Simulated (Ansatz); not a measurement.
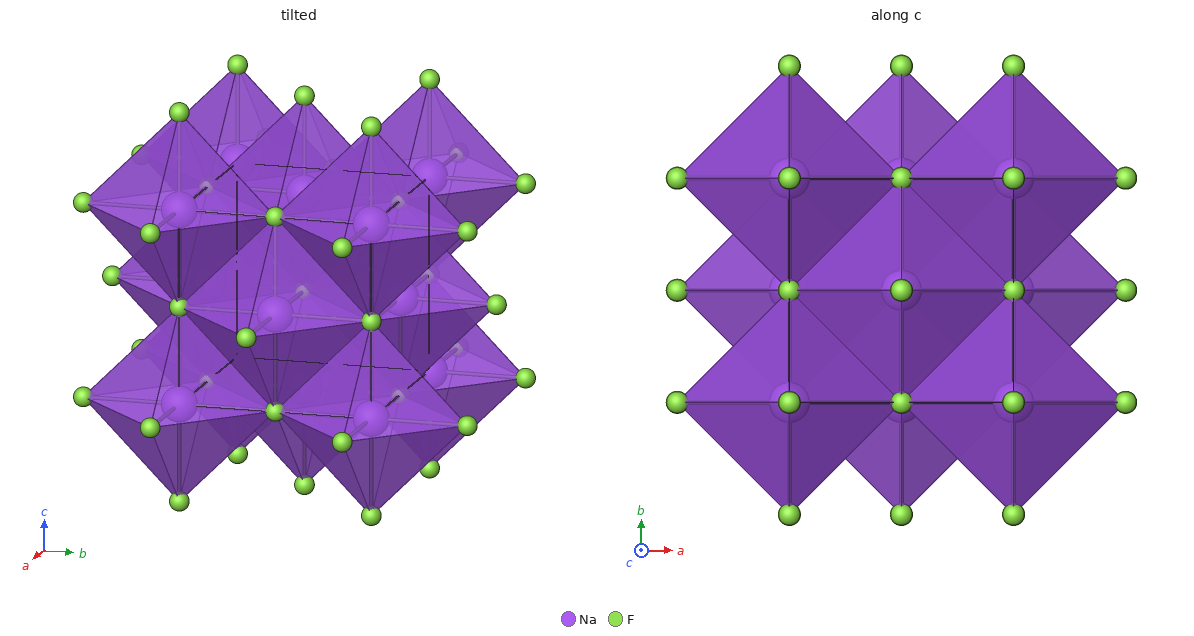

This polyhedral model is shown slightly off an axis and along the c axis. The lines enclose the conventional unit cell; boundary atoms appear with their images. Some neighbours outside the box are added.

NaF, rock salt (NaCl type), space group Fm-3m (No. 225), a = 4.594 Å, b = 4.594 Å, c = 4.594 Å, α = 90.00°, β = 90.00°, γ = 90.00°. The model was built from a structure type filled with these elements by a generator (whether the compound takes this form wasn't checked). Earlier steps of the study, as a rule a relaxation of our own, may have changed the cell and positions, so they can lie some per cent off the listed ones. It was run through Ansatz as a DFT input.

This one geometry was computed with Ansatz (DFT, plane waves, PAW) at four levels of theory: PBE0, PBE, r2SCAN and HSE06. It was relaxed beforehand with r2SCAN.

Question: Which level gives the highest pressure at this volume, and what does that say about its equilibrium volume?

Answer: Highest: PBE (3.6 GPa), which points to the largest equilibrium volume. Lowest, with the smallest volume: r2SCAN (0.0 GPa). Levels within 0.5 GPa of each other can't be told apart.

Question: How does the band gap change with the level of theory?

Answer: PBE: a gap of 6.46 eV, direct; r2SCAN: a gap of 7.28 eV, direct; HSE06: a gap of 8.63 eV, direct; PBE0: a gap of 9.40 eV, direct.

Question: Collect the results in a table.

Answer:
| level | cutoff (eV) | k-mesh of the run's cell | gap (eV) | pressure (GPa) |
| --- | --- | --- | --- | --- |
| PBE0 | 420 | 6×6×6 | 9.40 | 1.4 |
| PBE | 420 | 10×10×10 | 6.46 | 3.6 |
| r2SCAN | 500 | 10×10×10 | 7.28 | 0.0 |
| HSE06 | 420 | 6×6×6 | 8.63 | 1.5 |

Gaps are taken on the k-mesh or band path of each run.
